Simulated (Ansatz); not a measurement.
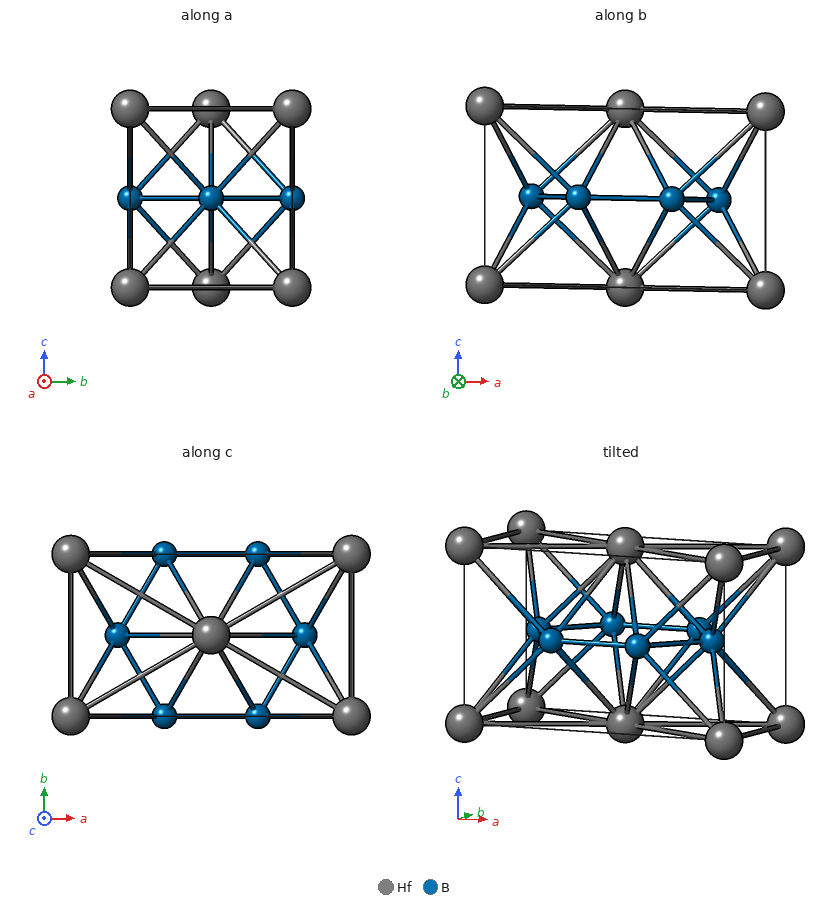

An orthographic ball-and-stick view of the structure, along the a axis, along the b axis, along the c axis and slightly off an axis. The wireframe shows the conventional unit cell.

Lattice parameters: a = 5.4173 Å, b = 3.1275 Å, c = 3.4469 Å, α = 90.000°, β = 91.146°, γ = 90.000°.

### Give the atomic positions as a CIF with its space group and independent sites.

```cif
data_structure
_symmetry_space_group_name_H-M 'C 2/m'
_symmetry_Int_Tables_number 12
_cell_length_a 5.4173
_cell_length_b 3.1275
_cell_length_c 3.4469
_cell_angle_alpha 90.000
_cell_angle_beta 91.146
_cell_angle_gamma 90.000
_cell_volume 58.39
loop_
_atom_site_label
_atom_site_type_symbol
_atom_site_symmetry_multiplicity
_atom_site_Wyckoff_symbol
_atom_site_fract_x
_atom_site_fract_y
_atom_site_fract_z
_atom_site_occupancy
Hf1 Hf 2 a 0.0000 0.0000 0.0000 1
B1 B 4 i 0.3333 0.0000 0.5000 1
```

The cell started as a structure type known for this compound. The cell was then strained or its atoms displaced on purpose. Ansatz was used for an electronic-structure calculation on it.
